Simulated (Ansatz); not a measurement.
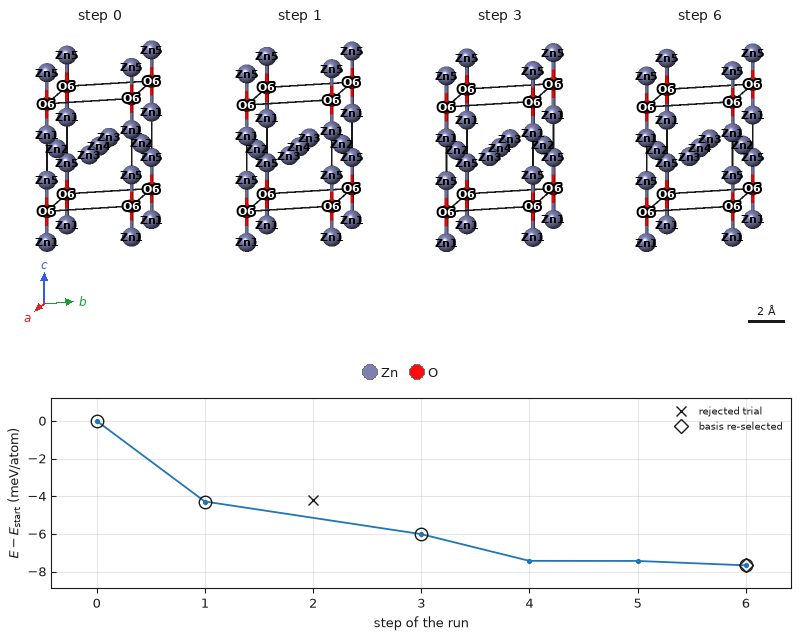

Frames of a relaxation of solid Zn₅O (a generated structure, set up in P6/mmm), marked on the history of the run. A ball-and-stick model of the cell of the calculation, seen slightly off an axis.

Computed with Ansatz, DFT PBE, scalar-relativistic, plane waves, PAW. Set-up: plane-wave cutoff 420 eV; k-point mesh 12 × 12 × 6; occupations gaussian; smearing width 0.1 eV; no spin polarisation; cell and atoms relaxed; force threshold 0.01 eV/Å; at most 80 steps.

> Describe the path.

The largest moves relative to the cell, 0.048 Å, are those of Zn1 and Zn5. Zn1 goes along −c. O stays in place. The drawn cell changes at constant volume: a = b 4.990 → 5.064 Å (+1.5 %), c 6.199 → 6.022 Å (−2.9 %). The space group stays P6/mmm (No. 191). Over 4 accepted moves (6 points after the start) the energy falls by 7.7 meV per atom. Largest force component: 0.24 eV/Å at the start, 0.0018 eV/Å at the end. The pressure goes from 0.16 to 0.01 GPa. The line search rejected the trial step at point 2 of the run. The SCF was repeated once at an unchanged geometry on a basis and grid sized afresh for the cell, which shifted the energy by 0.2 meV per atom at most. From step 0 to 1: Zn atoms move most (0.02 Å), energy −4.3 meV per atom. From step 1 to 3: Zn atoms move most (0.02 Å), volume +1.9 %, energy −1.7 meV per atom. From step 3 to 6: volume −1.7 %, energy −1.7 meV per atom.

Limits of the set-up: layers or molecules are held without a dispersion correction, so their spacing is unreliable.
